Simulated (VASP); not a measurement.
**Energy of Al2Au along an even scaling of the cell**

System: Al2Au (Fm-3m, 3 atoms in the cell).
Method: Kohn-Sham DFT of a periodic cell, PBE, VASP PAW PBE potentials, recommended, no spin polarisation (VASP 6.6.1).

The 7 runs differ only in the geometry, by an even scaling of the cell at fixed fractional positions. The structure derives from an entry of the Crystallography Open Database.

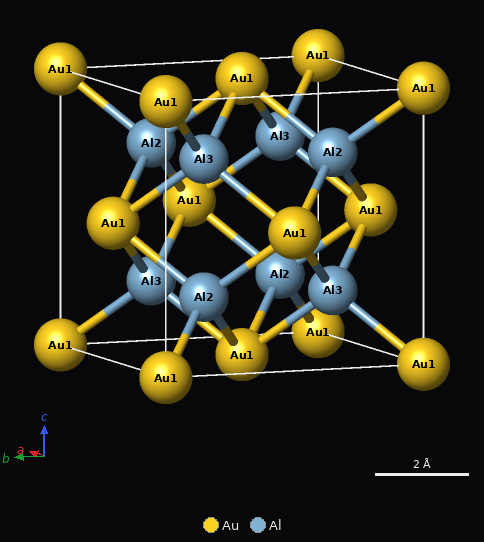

Figure 1. The structure of run 4 (ball-and-stick view of the cell 4 times as large as that of the calculation, set on its symmetry axes, seen at an oblique angle; atoms are numbered from 1 in the order of the input).

## INCAR of run 4
```
SYSTEM = Al2Au
  ALGO = Normal
  EDIFF = 1E-7
  ENCUT = 520
  GGA = PE
  ISIF = 2
  ISMEAR = -1
  LASPH = .TRUE.
  LCHARG = .FALSE.
  LREAL = .FALSE.
  LWAVE = .FALSE.
  NBANDS = 16
  NELM = 60
  PREC = Accurate
  SIGMA = 0.05
```

## KPOINTS of run 4
```
k-points
0
G
  8 8 8
  0 0 0
```

## POSCAR of run 4
```
Al2Au
1.0
    0.0000000000      3.0000000000      3.0000000000
    3.0000000000      0.0000000000      3.0000000000
    3.0000000000      3.0000000000      0.0000000000
Au Al
1 2
Direct
    0.0000000000      0.0000000000      0.0000000000
    0.7500000000      0.7500000000      0.7500000000
    0.2500000000      0.2500000000      0.2500000000
```

Command:
```bash
cat potpaw_PBE.64/Au/POTCAR potpaw_PBE.64/Al/POTCAR > POTCAR
mpirun -np 1 vasp_std > vasp.out
```

Run 6 has the same physical settings and fractional positions; its lattice vectors (Å) are:
```
   0.000000    3.039478    3.039478
   3.039478    0.000000    3.039478
   3.039478    3.039478    0.000000
```

## Results, with one run withheld

| run | volume per atom (Å³) | free energy per atom, from the lowest run given (meV) | pressure (GPa) |
| --- | --- | --- | --- |
| 1 | 16.920 | 52.24 | 11.57 |
| 2 | 17.280 | 29.80 | 8.39 |
| 3 | 17.640 | 14.08 | 5.57 |
| 4 | 18.000 | 4.37 | 3.05 |
| 5 | 18.360 | 0.00 | 0.81 |
| 6 | 18.720 | ? | ? |
| 7 | 19.080 | 4.99 | −2.96 |

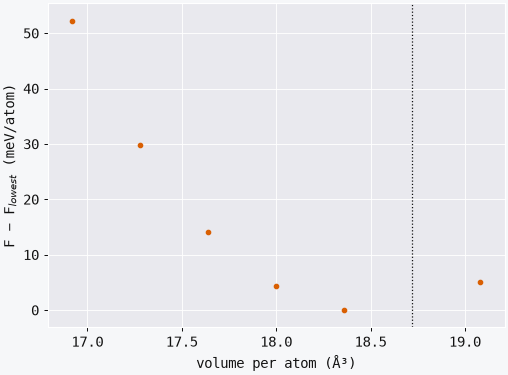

Figure 2. Free energy per atom of the runs given; the dotted line marks run 6.

Estimate the energy of run 6 from the others.

A cubic polynomial in V^(−2/3) (the Birch–Murnaghan form), fitted to the 6 runs given, misses them by at most 0.01 meV per atom. With x = V^(−2/3) − 0.14637 Å⁻², it reads F = 7.542 + 4625.9 x + 6.8185e+05 x² + 2.1894e+06 x³ (meV per atom). At run 6 it gives 0.38 meV per atom, and the run itself gives 0.38. The slope of the fit gives a pressure −dF/dV of −1.15 GPa there, and the run prints −1.19 GPa. The fit has its minimum at 18.508 Å³ per atom, where V d²F/dV² gives 104 GPa: the bulk modulus at this level, since symmetry fixes the shape and the positions.

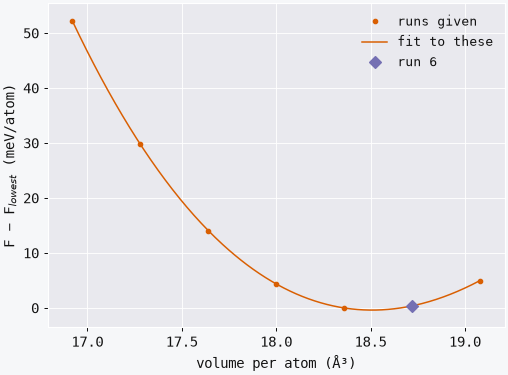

Figure 3. The fit and the withheld run.

## OSZICAR and lines of OUTCAR (run 6)
```
N       E                     dE             d eps       ncg     rms          rms(c)
DAV:   1     0.552095273163E+02    0.55210E+02   -0.68738E+03   952   0.879E+02
DAV:   2    -0.118178120955E+02   -0.67027E+02   -0.60997E+02  1120   0.166E+02
DAV:   3    -0.132420354573E+02   -0.14242E+01   -0.14197E+01  1216   0.232E+01
DAV:   4    -0.132529731369E+02   -0.10938E-01   -0.10937E-01  1096   0.239E+00
DAV:   5    -0.132531800868E+02   -0.20695E-03   -0.20695E-03  1224   0.339E-01    0.865E+00
DAV:   6    -0.121358447939E+02    0.11173E+01   -0.44735E+00  1064   0.211E+01    0.402E+00
DAV:   7    -0.120576889666E+02    0.78156E-01   -0.21520E-01   992   0.466E+00    0.182E+00
DAV:   8    -0.120310933183E+02    0.26596E-01   -0.23653E-02  1112   0.977E-01    0.406E-01
DAV:   9    -0.120301476066E+02    0.94571E-03   -0.27886E-03  1080   0.522E-01    0.184E-01
DAV:  10    -0.120302914010E+02   -0.14379E-03   -0.21527E-04  1040   0.866E-02    0.322E-02
DAV:  11    -0.120302885409E+02    0.28601E-05   -0.71749E-06  1208   0.199E-02    0.133E-02
DAV:  12    -0.120302906877E+02   -0.21468E-05   -0.46903E-06   968   0.116E-02    0.265E-03
DAV:  13    -0.120302907150E+02   -0.27321E-07   -0.80719E-08  1008   0.223E-03
   1 F= -.12030291E+02 E0= -.12025495E+02  d E =-.959056E-02
[... from OUTCAR:]
  free energy    TOTEN  =       -12.03029071 eV
  energy without entropy =      -12.02070015  energy(sigma->0) =      -12.02549543
 E-fermi :   7.3443     XC(G=0): -10.3569     alpha+bet :-12.9696
  free  energy   TOTEN  =       -12.0302907150 eV
  energy  without entropy=      -12.0207001516  energy(sigma->0) =      -12.02549543
```

Notes: Spin–orbit coupling is left out, which matters for Au.
